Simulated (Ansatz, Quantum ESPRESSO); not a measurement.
**SrO (Fm-3m): a worked LO-TO splitting**

Wanted: the LO mode of SrO (Fm-3m) from the TO mode and the field response.

Main program and level: Quantum ESPRESSO 7.5; DFT LDA, scalar-relativistic, plane waves, GBRV ultrasoft pseudopotentials.

The database entry behind the starting cell differs from later determinations by our own check (about 0.5 % short), so it need not match the best structure at ambient conditions.

## 1. The relaxed structure

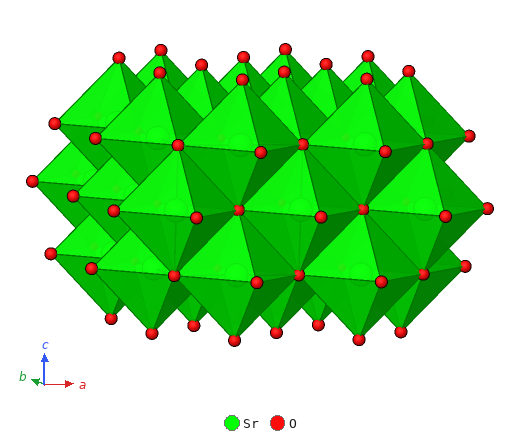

The cell as given, slightly off an axis (strontium green, oxygen red). 2×2×1 cells are drawn. This picture shows the conventional cell, with its axes. Some periodic images of atoms are drawn too.

This is the cell after its relaxation at this level of theory, not the database cell from which that began.

## 2. What the response run gave

A linear-response run on the relaxed cell, with the response to an electric field; only its zone-centre results are used. Cutoff 45 Ry, k mesh 8×8×8.

The log of the run:

```text
[banners, grids, parts of the stress and lines that vanish by symmetry left out]
Program PHONON v.7.5
     Reading xml data from directory:

[...]
Exchange-correlation= PZ
                           (   1   1   0   0   0   0   0)
[...]
(   8 q-points):
[...]
kinetic-energy cut-off    =      45.0000  Ry
     charge density cut-off    =     270.0000  Ry
     convergence threshold     =      1.0E-18
[...]
Exchange-correlation= PZ
                           (   1   1   0   0   0   0   0)
[...]
q = (   0.0000000   0.0000000   0.0000000 )
     49 Sym.Ops. (with q -> -q+G )
     G cutoff =  626.6283  (  16361 G-vectors)     FFT grid: ( 36, 36, 36)
     G cutoff =  417.7522  (   8873 G-vectors)  smooth grid: ( 30, 30, 30)
     number of k points=    29
[...]
Mode symmetry, O_h (m-3m)  point group:
[...]
Dielectric constant
[...]
End of electric fields calculation
          Dielectric constant in cartesian axis
          (       3.873292814       0.000000000       0.000000000 )
          (       0.000000000       3.873292814      -0.000000000 )
          (       0.000000000      -0.000000000       3.873292814 )
          Effective charges (d Force / dE) in cartesian axis without acoustic sum rule applied (asr)
           atom    1  Sr    Mean Z*:        2.47326
      Ex  (        2.47326        0.00000        0.00000 )
      Ey  (        0.00000        2.47326       -0.00000 )
      Ez  (        0.00000       -0.00000        2.47326 )
           atom    2  O     Mean Z*:       -2.47576
      Ex  (       -2.47576        0.00000        0.00000 )
      Ey  (        0.00000       -2.47576       -0.00000 )
      Ez  (        0.00000       -0.00000       -2.47576 )
          Effective charges Sum: Mean:       -0.00251
[...]
Effective charges (d Force / dE) in cartesian axis with asr applied:
           atom    1  Sr    Mean Z*:        2.47451
[...]
atom    2  O     Mean Z*:       -2.47451
[...]
Representation #   1 modes #   1   2   3
[...]
End of self-consistent calculation
     Convergence has been achieved
     Representation #   2 modes #   4   5   6
[...]
End of self-consistent calculation
     Convergence has been achieved
[...]
Dielectric constant in cartesian axis
          (       3.873292814       0.000000000       0.000000000 )
          (       0.000000000       3.873292814      -0.000000000 )
          (       0.000000000      -0.000000000       3.873292814 )
          Effective charges (d Force / dE) in cartesian axis without acoustic sum rule applied (asr)
[...]
Mode symmetry, C_s (m)     point group:
[...]
q = (    0.750000000  -0.250000000   0.750000000 )
[...]
Mode symmetry, C_s (m)     point group:
     freq (   1-   1) =        120.8  [cm-1]   --> A''
     freq (   2-   2) =        144.8  [cm-1]   --> A'
     freq (   3-   3) =        200.8  [cm-1]   --> A'
     freq (   4-   4) =        266.3  [cm-1]   --> A''
     freq (   5-   5) =        286.5  [cm-1]   --> A'
     freq (   6-   6) =        376.5  [cm-1]   --> A'
[...]
Mode symmetry, C_2v (mm2)  point group:
[...]
q = (    0.500000000   0.000000000   0.500000000 )
[...]
Mode symmetry, C_2v (mm2)  point group:
     freq (   1-   1) =        111.0  [cm-1]   --> B_1  D_3  S_3
     freq (   2-   2) =        140.3  [cm-1]   --> B_2  D_4  S_4
     freq (   3-   3) =        194.9  [cm-1]   --> A_1  D_1  S_1
     freq (   4-   4) =        269.0  [cm-1]   --> B_2  D_4  S_4
     freq (   5-   5) =        281.8  [cm-1]   --> B_1  D_3  S_3
     freq (   6-   6) =        414.3  [cm-1]   --> A_1  D_1  S_1
[...]
Mode symmetry, D_4h(4/mmm) point group:
[...]
Convergence has been achieved
[...]
Convergence has been achieved
[...]
Convergence has been achieved
[...]
Convergence has been achieved
[...]
q = (    0.000000000  -1.000000000   0.000000000 )
[...]
freq (    5) =       7.327288 [THz] =     244.412008 [cm-1]
     freq (    6) =       9.353276 [THz] =     311.991715 [cm-1]
[...]
Mode symmetry, D_4h(4/mmm) point group:
     freq (   1-   2) =        126.0  [cm-1]   --> E_u  X_5' M_5'
     freq (   3-   3) =        198.2  [cm-1]   --> A_2u X_4' M_4'
     freq (   4-   5) =        244.4  [cm-1]   --> E_u  X_5' M_5'
     freq (   6-   6) =        312.0  [cm-1]   --> A_2u X_4' M_4'
[...]
Mode symmetry, D_2d (-42m) point group:
[...]
Representation #   1 mode #   1
[...]
Convergence has been achieved
     Representation #   2 mode #   2
[...]
Convergence has been achieved
     Representation #   3 modes #   3   4
[...]
End of self-consistent calculation
     Convergence has been achieved
     Representation #   4 modes #   5   6
[...]
End of self-consistent calculation
     Convergence has been achieved
[...]
q = (   -0.500000000  -1.000000000   0.000000000 )
[...]
freq (    1) =       4.549624 [THz] =     151.759134 [cm-1]
     freq (    2) =       5.139397 [THz] =     171.431820 [cm-1]
     freq (    3) =       5.139397 [THz] =     171.431820 [cm-1]
     freq (    4) =       8.542598 [THz] =     284.950412 [cm-1]
     freq (    5) =       8.542598 [THz] =     284.950412 [cm-1]
     freq (    6) =       9.827209 [THz] =     327.800403 [cm-1]
[...]
Mode symmetry, D_2d (-42m) point group:
     freq (   1-   1) =        151.8  [cm-1]   --> A_1  X_1  W_1
     freq (   2-   3) =        171.4  [cm-1]   --> E    X_5  W_3
     freq (   4-   5) =        285.0  [cm-1]   --> E    X_5  W_3
     freq (   6-   6) =        327.8  [cm-1]   --> B_2  X_3  W_2

   JOB DONE.
```

```tsv
quantity	value
cell volume Ω (Å³)	32.490
mass of Sr (u)	87.620
mass of O (u)	15.999
Born charge of Sr, raw (e)	2.473
Born charge of O, raw (e)	-2.476
ε∞	3.873
ω(TO) after the sum rule (cm⁻¹)	217.8
```

## 3. The calculation

The charges must sum to zero over the cell; taking off their mean, -0.001 e, leaves Z* = 2.475 e on Sr. In the polar mode Sr moves against O, so the reduced mass is μ = 87.62 × 16.00 / 103.62 = 13.529 u.

A longitudinal wave builds up a field that adds to the restoring force: ω(LO)² = ω(TO)² + 4π Z*² / (μ Ω ε∞), in Hartree atomic units. With μ = 24661 electron masses and Ω = 219.25 bohr³ the second term is 3.6741e-06 Ha², or 176980 cm⁻² (1 Ha = 219474.6 cm⁻¹).

So ω(LO) = √(47428 + 176980) = 473.7 cm⁻¹, and by the Lyddane-Sachs-Teller relation ε₀ = ε∞ (ω(LO)/ω(TO))² = 18.33.

## 4. Check against the program

The analysis program adds the same non-analytic term to the full matrix, here for q along (1 0 0).

The log of the run:

```text
[banner, memory and clock lines left out]
Program DYNMAT v.7.5

     Reading Dynamical Matrix from file x.dyn1
     ...Force constants read
     ...epsilon and Z* read

     Polarizability (A^3 units)
     multiply by 0.510787 for Clausius-Mossotti correction
         7.428863    0.000000    0.000000
         0.000000    7.428863   -0.000000
         0.000000   -0.000000    7.428863

     IR activities are in (D/A)^2/amu units

# mode   [cm-1]    [THz]      IR
    1      0.00    0.0000    0.0000
    2      0.00    0.0000    0.0000
    3      0.00    0.0000    0.0000
    4    217.78    6.5288   10.4422
    5    217.78    6.5288   10.4422
    6    473.71   14.2015   10.4422
```

ε₀ comes from the program's run without a direction of q.

```tsv
quantity	by hand	program
ω(LO) (cm⁻¹)	473.7	473.7
ε₀	18.33	18.33
```

## 5. Outcome

```
TO mode                    : 217.8 cm⁻¹
LO mode                    : 473.7 cm⁻¹
static dielectric constant : 18.33
```

**Reading.** The LO mode of SrO (Fm-3m) lies at 474 cm⁻¹, 256 cm⁻¹ above the TO mode; the formula meets the program within 0.1 cm⁻¹, as it must for a cubic crystal with one polar mode. ω(LO)² − ω(TO)² goes with Z*²/ε∞: an error of 5 % in ε∞ would move the LO mode by 9.0 cm⁻¹, and semilocal functionals tend to overestimate ε∞. These are harmonic values at zero temperature, at the volume of this functional, for the structure held cubic; stability elsewhere in the zone is no part of this calculation.

[Host names and launcher messages were left out of these logs when they were recorded.]

[Logs are printed without paths, hosts, clocks, repeated set-up lines and the standing remarks that a program may print on its own settings, such as how far it seeks lower states.]

[Hosts, paths, dates, database ids (printed as entryN), source tags and the programs' standing remarks are cut or masked in the printed files.]
